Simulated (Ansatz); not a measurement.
Structure data:

```
CELL_PARAMETERS angstrom
4.12909 0.00000 0.00000
0.00000 4.12909 0.00000
0.00000 0.00000 10.57960
ATOMIC_POSITIONS crystal
Sn 0.00000 0.50000 0.25000
Sn 0.00000 0.00000 0.00000
O 0.50000 0.50000 0.30006
O 0.00000 0.50000 0.44994
O 0.00000 0.00000 0.19994
O 0.00000 0.50000 0.05006
Sn 0.50000 0.00000 0.75000
Sn 0.50000 0.50000 0.50000
O 0.00000 0.00000 0.80006
O 0.50000 0.00000 0.94994
O 0.50000 0.50000 0.69994
O 0.50000 0.00000 0.55006
```

What would you see if this were drawn?

The material is SnO2. It is body-centred tetragonal, space group I4_1/amd (No. 141). This arrangement goes by the name anatase. Counting shared atoms by their share gives 4 Sn, 8 O, or 12 atoms. Around each Sn lie six O at 2.12 to 2.13 Å. Each O has three Sn at 2.12 to 2.13 Å. The bonds build a three-dimensional framework.

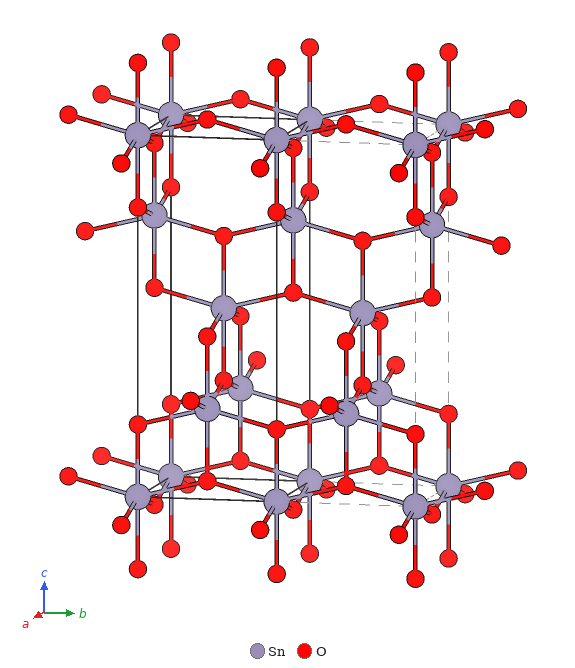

We look at a ball-and-stick model of the crystal slightly off an axis. A block of 1×2×1 cells is shown, with one conventional unit cell in solid outline. Some atoms of the next cells are drawn as well.

Source of the structure: a structure listed in the Materials Project. It was relaxed at fixed volume with Ansatz 0.2.0, DFT PBE, scalar-relativistic, plane waves, PAW.

At this level of theory the cell isn't at rest (stretched, at -7 GPa), so its distances can differ from those at equilibrium, the more so the softer the solid.
